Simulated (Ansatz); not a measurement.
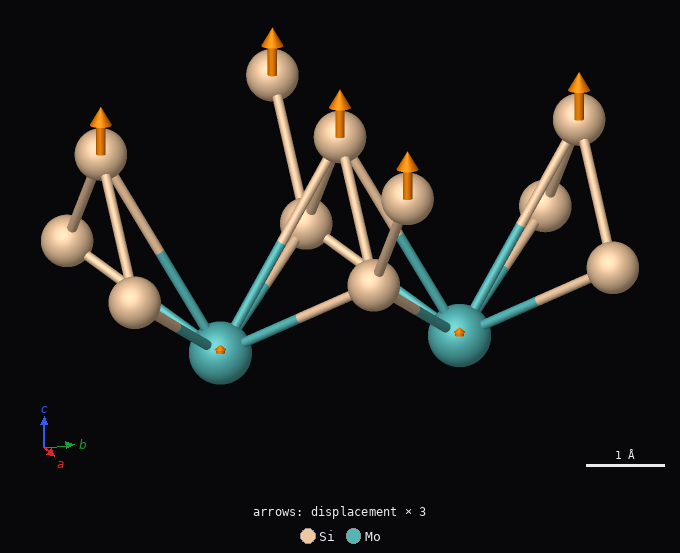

This is a constrained relaxation of a slab of composition Si5Mo2 (cut from the I4/mmm phase). The starting structure is drawn; orange arrows show the displacements, 3 times their true length.

A ball-and-stick model of the atoms within 4.2 Å of the atom that moves most (axes of the 3 × 3 repeat of the cell, outlined in the plane, without the vacuum), seen slightly off an axis.

Case: Si put at a bridge Si-Si site. The slab is the (0 0 1) face of Si2Mo with Si on it. 3 atoms are held fixed.

The calculation used DFT PBEsol, scalar-relativistic, plane waves, PAW (Ansatz).

Input
```yaml
crystal:
  lattice:
    - [3.19007017, 0.0, 0.0]
    - [0.0, 3.19007017, 0.0]
    - [0.0, 0.0, 25.4908154018]
  atoms:
    - { symbol: Si, position: [0.0, 0.0, 0.3334534367] }
    - { symbol: Mo, position: [0.5, 0.5, 0.38406232] }
    - { symbol: Si, position: [0.0, 0.0, 0.4346712031] }
    - { symbol: Si, position: [0.5, 0.5, 0.4840219182] }
    - { symbol: Mo, position: [0.0, 0.0, 0.5352171648] }
    - { symbol: Si, position: [0.5, 0.5, 0.5820857042] }
    - { symbol: Si, position: [0.0, 0.5, 0.6432842173] }
basis:
  ecutwfc: 420
kpoints:
  mp_grid: { grid: [9, 9, 1] }
hamiltonian:
  xc: pbesol
scf:
  occupations: { method: gaussian, width: 0.1 }
output:
  forces: true
  eigenvalues: true
  write_density: true
  write_potential: true
  elf: true
  volumetric_format: npy
relax:
  adjacent_minimum: "off"
  f_tol: 0.03
  max_steps: 70
  constraints: [{ sites: [0, 1, 2] }]
efield:
  axis: 3
  dipole_correction: true
  ramp_width: 0.04
```

Run as
```bash
ansatz run input.yaml --threads 1 --pin off --max-ram 2560MiB --backend cpu --events-out ev --progress --plain --runs-dir out
```

> Atoms of which element are displaced furthest, and by how much?

Silicon: up to 0.21 Å, against 0.04 Å for molybdenum.

> What did the optimiser do to the structure, and how much energy did it gain?

Over 3 geometry steps the energy falls by 0.151 eV per cell of the calculation. The largest force component goes from 1.6 to 0.021 eV/Å. The atom that moves furthest is Si7 (0.21 Å along the normal (+c)). By element the largest moves are Si 0.21 Å, Mo 0.04 Å. The cell doesn't change. Near-neighbour distances that change, for instance: Mo5–Si7 3.183 → 3.336 Å, Si6–Si7 2.231 → 2.370 Å, Mo5–Si6 2.553 → 2.545 Å. Bond angles that change, for instance: Si6–Si7–Si6 91.3° → 84.6°.

Limits of the set-up: the periodic images lie only 3.2 Å apart, so the values are limited by the cell's size.
